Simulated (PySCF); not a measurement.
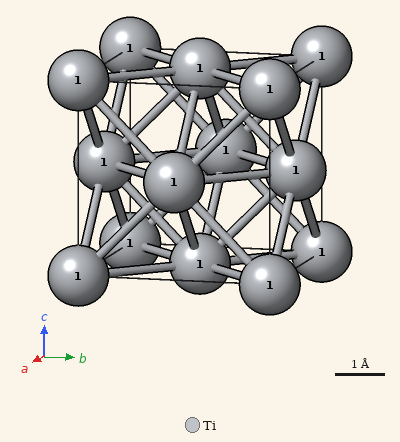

The structure (ball-and-stick view of the cell 4 times as large as that of the calculation, set on its symmetry axes, seen slightly off an axis; atoms are numbered from 1 in the order of the input). An atom can appear more than once, as a periodic image. Near neighbours in the periodic cell (some may lie outside the picture): Ti has 12 Ti at 2.87 Å.

**Ti: converge calculation**

System: Ti (Fm-3m, 1 atom in the cell).
Method: Kohn-Sham DFT of a periodic cell in Gaussian orbitals, PBE, DZVP-MOLOPT-SR/GTH-PBE, no spin polarisation (PySCF 2.14.0).

The structure derives from an entry of the Crystallography Open Database. It belongs to a series of runs on one base structure; here: precision = 1e-05.

The input
```python
import json
import numpy as np
from pyscf.pbc import gto, scf, dft, df

cell = gto.Cell()
cell.basis = 'DZVP-MOLOPT-SR-GTH-q12'
cell.pseudo = 'GTH-PBE-q12'
cell.fromfile('Ti.xyz')
cell.ke_cutoff = 236  # hartree
cell.exp_to_discard = 0.02
cell.precision = 1e-05
cell.space_group_symmetry = True
cell.symmorphic = False
cell.max_memory = 2940  # MB
cell.verbose = 4
cell.build()

res = {}
kpts = cell.make_kpts([3, 3, 3], space_group_symmetry=True, time_reversal_symmetry=True)
cell.space_group_symmetry = False  # the mesh holds the operations; no search on the supercells of the integral code
mf = dft.KRKS(cell, kpts, xc='pbe')
mf = mf.multigrid_numint()
mf = mf.smearing(sigma=0.00183747, method='fermi')  # hartree
mf.conv_tol = 1e-07
mf.max_cycle = 60

mf.kernel()
res.update(converged=bool(mf.converged), e_tot=mf.e_tot, nelec=cell.nelectron, nao=cell.nao, mesh=list(map(int, cell.mesh)), a=cell.lattice_vectors().tolist(), coords=cell.atom_coords().tolist(),
           mo_energy=[np.real(x).tolist() for x in mf.mo_energy], mo_occ=[np.real(x).tolist() for x in mf.mo_occ])
res.update(e_free=mf.e_free, e_zero=mf.e_zero)
res.update(kpts=kpts.kpts_scaled_ibz.tolist(), weights=kpts.weights_ibz.tolist())
res['parts'] = {k: float(np.real(v)) for k, v in mf.scf_summary.items() if np.isscalar(v)}
json.dump(res, open('results.json', 'w'))
if not mf.converged:
    raise SystemExit('SCF not converged')

print('levels (eV)')
for i, kp in enumerate(res['kpts'][:40]):
    print('k %7.4f %7.4f %7.4f  ' % tuple(kp), ' '.join('%.3f' % (x * 27.211386) for x in res['mo_energy'][i][:11]))

mf = mf.to_khf()  # unfold to the whole mesh
kpts = mf.kpts
# Mulliken populations
dm, s = np.asarray(mf.make_rdm1()), np.asarray(mf.get_ovlp())
sites = cell.aoslice_by_atom()[:, 2:]
tot = np.einsum('kij,kji->i', dm, s).real / len(kpts)
res['mulliken'] = [cell.atom_charge(i) - tot[a0:a1].sum() for i, (a0, a1) in enumerate(sites)]
print('Mulliken charges', np.round(res['mulliken'], 5))
res['meta_lowdin'] = mf.mulliken_meta()[1].tolist()
res['done'] = True
json.dump(res, open('results.json', 'w'))
```

File Ti.xyz
```
1
Lattice="0.0000000000 2.0300000000 2.0300000000 2.0300000000 0.0000000000 2.0300000000 2.0300000000 2.0300000000 0.0000000000" Properties=species:S:1:pos:R:3 pbc="T T T"
Ti     0.0000000000      0.0000000000      0.0000000000
```

Run on 2 threads of Arm Neoverse V1, 24 GiB of memory available, shared host.

Launch command:
```bash
OMP_NUM_THREADS=2 python -u run.py > log
```

What the program printed
```
Discarded 0 diffused primitive functions, 0 contracted functions
time reversal: False
k-points in IBZ                         weights
  0:  0.000000,  0.000000,  0.000000    1/27
  1:  0.666667,  0.666667,  0.000000    6/27
  2:  0.666667,  0.666667,  0.333333    12/27
  3:  0.666667,  0.666667,  0.666667    8/27

******** <class 'pyscf.pbc.scf.smearing.SmearingKsymAdaptedKRKS'> ********
method = SmearingKsymAdaptedKRKS
initial guess = minao
damping factor = 0
level_shift factor = 0
DIIS = <class 'pyscf.scf.diis.CDIIS'>
diis_start_cycle = 1
diis_space = 8
diis_damp = 0
SCF conv_tol = 1e-07
SCF conv_tol_grad = None
SCF max_cycles = 60
direct_scf = True
direct_scf_tol = 1e-13

******** PBC SCF flags ********
N kpts (BZ) = 27
N kpts (IBZ) = 4
Exchange divergence treatment (exxdiv) = ewald
    madelung (= occupied orbital energy shift) = 0.1991957737958089
    Total energy shift due to Ewald probe charge = -1/2 * Nelec*madelung = -1.19517464277
DF object = <pyscf.pbc.df.fft.FFTDF object>
XC functionals = pbe
small_rho_cutoff = 0
Uniform grid, mesh = [39 39 39]
Set gradient conv threshold to 0.000316228
nelec by numeric integration = 12.00116401927643
init E= -58.3926772773222
    sigma = 0.00183747  Optimized mu = 0.53618342809  entropy = 0.502403765624
nelec by numeric integration = 11.99999999999501
    Total E(T) = -58.178576677359  Free energy = -58.1794998292062  E0 = -58.1790382532826
cycle= 1 E= -58.178576677359  delta_E= 0.214  |g|= 0.348  |ddm|= 4.33
    sigma = 0.00183747  Optimized mu = 0.488321551142  entropy = 0.995535335722
nelec by numeric integration = 11.999999999941464
    Total E(T) = -58.1665036401922  Free energy = -58.1683329065055  E0 = -58.1674182733489
cycle= 2 E= -58.1665036401922  delta_E= 0.0121  |g|= 0.438  |ddm|= 2.22
    sigma = 0.00183747  Optimized mu = 0.516815057881  entropy = 0.708136786625
nelec by numeric integration = 11.999999999977392
    Total E(T) = -58.1901559752896  Free energy = -58.1914571553909  E0 = -58.1908065653403
cycle= 3 E= -58.1901559752896  delta_E= -0.0237  |g|= 0.0237  |ddm|= 1.46
    sigma = 0.00183747  Optimized mu = 0.514866672478  entropy = 0.733302686469
nelec by numeric integration = 11.999999999975698
    Total E(T) = -58.190170360968  Free energy = -58.1915177826553  E0 = -58.1908440718116
cycle= 4 E= -58.190170360968  delta_E= -1.44e-05  |g|= 0.000637  |ddm|= 0.0678
    sigma = 0.00183747  Optimized mu = 0.514915263328  entropy = 0.732496110072
nelec by numeric integration = 11.999999999975753
    Total E(T) = -58.1901718891036  Free energy = -58.1915178287309  E0 = -58.1908448589173
cycle= 5 E= -58.1901718891036  delta_E= -1.53e-06  |g|= 8.18e-06  |ddm|= 0.00191
    sigma = 0.00183747  Optimized mu = 0.514914713726  entropy = 0.732507124954
nelec by numeric integration = 11.999999999975758
    Total E(T) = -58.1901718688716  Free energy = -58.1915178287385  E0 = -58.190844848805
cycle= 6 E= -58.1901718688716  delta_E= 2.02e-08  |g|= 5.29e-08  |ddm|= 2.5e-05
    sigma = 0.00183747  Optimized mu = 0.514914721085  entropy = 0.732506999436
nelec by numeric integration = 11.999999999975755
    Total E(T) = -58.1901718691021  Free energy = -58.1915178287384  E0 = -58.1908448489202
Extra cycle  E= -58.1901718691021  delta_E= -2.31e-10  |g|= 6.8e-08  |ddm|= 3.3e-07
converged SCF energy = -58.1901718691021
levels (eV)
k  0.0000  0.0000  0.0000   -44.103 -18.414 -18.414 -18.414 7.792 14.787 14.787 14.787 16.510 16.510 40.955
k  0.6667  0.6667  0.0000   -43.970 -18.957 -18.613 -18.613 11.054 12.651 15.236 16.820 16.820 17.327 28.847
k  0.6667  0.6667  0.3333   -43.936 -18.921 -18.915 -18.586 12.666 12.722 14.079 16.174 17.158 20.890 22.858
k  0.6667  0.6667  0.6667   -44.003 -18.989 -18.486 -18.486 10.569 13.937 14.907 14.907 17.029 17.029 25.375
Mulliken charges [-0.]
 ** Mulliken pop on meta-lowdin orthogonal AOs **
 ** Mulliken pop  **
pop of  0 Ti 3s           1.99821
pop of  0 Ti 4s           0.90996
pop of  0 Ti 5s           0.01421
pop of  0 Ti 3px          1.99958
pop of  0 Ti 3py          1.99958
pop of  0 Ti 3pz          1.99958
pop of  0 Ti 4px          0.01501
pop of  0 Ti 4py          0.01501
pop of  0 Ti 4pz          0.01501
pop of  0 Ti 3dxy         0.63261
pop of  0 Ti 3dyz         0.63261
pop of  0 Ti 3dz^2        0.53803
pop of  0 Ti 3dxz         0.63261
pop of  0 Ti 3dx2-y2      0.53803
pop of  0 Ti 4dxy         0.00782
pop of  0 Ti 4dyz         0.00782
pop of  0 Ti 4dz^2        0.01289
pop of  0 Ti 4dxz         0.00782
pop of  0 Ti 4dx2-y2      0.01289
pop of  0 Ti 4f-3         0.00148
pop of  0 Ti 4f-2         0.00349
pop of  0 Ti 4f-1         0.00094
pop of  0 Ti 4f+0         0.00231
pop of  0 Ti 4f+1         0.00094
pop of  0 Ti 4f+2         0.00011
pop of  0 Ti 4f+3         0.00148
 ** Mulliken atomic charges  **
charge of    0Ti =     -0.00000
```

Key numbers

```tsv
quantity	value
outcome	converged
space group (tolerance 0.01 Å)	Fm-3m (225)
electrons treated	12
free energy	−1583.4719 eV
total energy	−1583.4352 eV
Fermi energy	14.012 eV
gap on the k-point mesh	none (metallic)
wall time	1.7 min (CPU time 3.4 min)
peak memory	0.45 GiB
```

Settings chosen away from the usual ones: precision = 1e-05. The settings depart from the standard set-up of this series, which can bear on the numbers. Points of doubt noted for this run: coarse mesh.
